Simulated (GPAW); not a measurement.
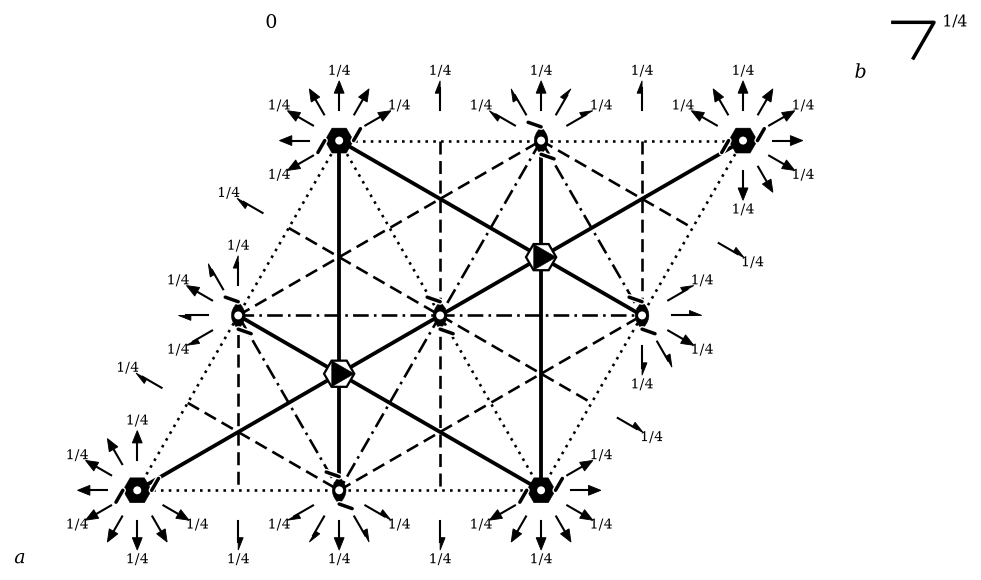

Symmetry elements of a space group, projected down c, computed from the operations of a computed or model structure of composition MoSe2.

Graphical symbols as in the International Tables (origin upper left, heights as fractions; handed screw axes are marked by their printed symbols).

Identify the space group.

No. 194, P6_3/mmc; primitive hexagonal, point group 6/mmm, 24 general positions a cell.

List the elements shown.

−6 axes along c at (1/3, 2/3), (2/3, 1/3); 6₃ axes along c at (0, 0); 2₁ axes along c at (0, 1/2), (1/2, 0), (1/2, 1/2); inversion centres at (0, 0), (0, 1/2), (1/2, 0), (1/2, 1/2); mirror planes holding c and [1 2 0] or [2 1 0] or [−1 1 0]; in-plane glide planes holding c and [1 2 0] or [2 1 0] or [−1 1 0]; c glide planes normal to a*, at x = 0; n glide planes normal to a*, at x = 1/2; c glide planes normal to b*, at y = 0; n glide planes normal to b*, at y = 1/2; c glide planes holding c and [1 1 0]; diagonal glide planes holding c and [1 1 0]; a mirror plane normal to c at height 1/4; 2 axes along [1 1 0] at height 0; 2 axes along [1 2 0] at height 1/4; 2 axes along [2 1 0] at height 1/4; 2 axes along [−1 1 0] at height 1/4; 2 axes along a at height 0; 2 axes along b at height 0; 2₁ axes along [1 1 0] at height 0; 2₁ axes along [1 2 0] at height 1/4; 2₁ axes along [2 1 0] at height 1/4; 2₁ axes along [−1 1 0] at height 1/4; 2₁ axes along a at height 0; 2₁ axes along b at height 0. Heights repeat every half period; positions are (a, b) fractions, modulo 1.

Write the general positions (in any order).

x, y, z; −x, −y, −z; x−y, x, z+1/2; −x+y, −x, −z+1/2; −y, x−y, z; y, −x+y, −z; −x, −y, z+1/2; x, y, −z+1/2; −x+y, −x, z; x−y, x, −z; y, −x+y, z+1/2; −y, x−y, −z+1/2; −y, −x, −z+1/2; y, x, z+1/2; −x, −x+y, −z; x, x−y, z; −x+y, y, −z+1/2; x−y, −y, z+1/2; y, x, −z; −y, −x, z; x, x−y, −z+1/2; −x, −x+y, z+1/2; x−y, −y, −z; −x+y, y, z
